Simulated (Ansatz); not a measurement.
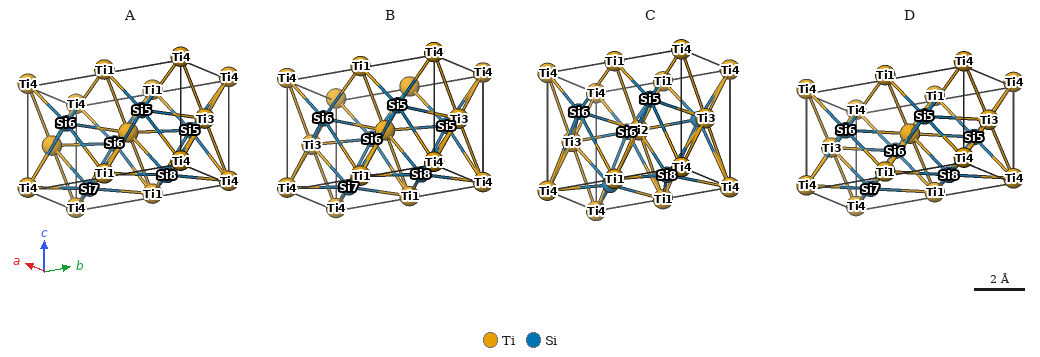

4 geometries from one relaxation of crystalline TiSi (set up in Pmm2) (coarse preliminary run), in shuffled order. The picture is a ball-and-stick view of the cell of the calculation, seen from a free direction.

Theory: DFT r2SCAN, scalar-relativistic, plane waves, PAW in Ansatz 0.2.0. Settings: plane-wave cutoff 500 eV; k-point mesh 6 × 4 × 4; occupations gaussian; smearing width 0.1 eV; no spin polarisation; cell and atoms relaxed; force threshold 0.05 eV/Å; at most 80 steps.

Order the frames from highest to lowest energy.

C, B, A, D. They are steps 0, 2, 3, 9, at +441 meV per atom, +78.9 meV per atom, +29.4 meV per atom relative to the last. The largest moves relative to the cell, 0.33 Å, are those of Si5 and Si6. Si5 goes roughly along [0 −1 −3]. Largest moves by element: Si 0.33 Å, Ti 0.21 Å. Cell: a 3.618 → 3.694 Å (+2.1 %), b 6.492 → 7.633 Å (+17.6 %), c 4.973 → 4.069 Å (−18.2 %). Volume −1.8 %. Among the contacts that change: Si7–Si8 2.753 → 3.817 Å, Si5–Si6 3.038 → 3.817 Å, Ti1–Si5 3.556 → 2.790 Å, Ti4–Si5 3.460 → 2.789 Å. Among the angles between lasting bonds that change: Ti2–Si6–Ti3 151.1° → 180.0°, Ti3–Si6–Ti4 78.7° → 60.6°, Ti1–Si6–Ti2 73.8° → 60.6°. The space group (tolerance 0.01 Å) goes from Pmm2 (No. 25) to Cmmm (No. 65). The energy falls by 441 meV per atom in 7 accepted moves (9 points after the start). The largest force component goes from 3.4 to 0.0044 eV/Å. Pressure: 16.58 GPa at the start and 0.00 GPa at the end. The line search rejected the trial step at point 5 of the run. The SCF was repeated once at an unchanged geometry on a basis and grid sized afresh for the cell, which shifted the energy by 0.4 meV per atom at most. The run took 2.2 min on 2 threads of Intel(R) Xeon(R) Platinum 8488C (Sapphire Rapids) (shared host), peak memory 0.7 GiB.
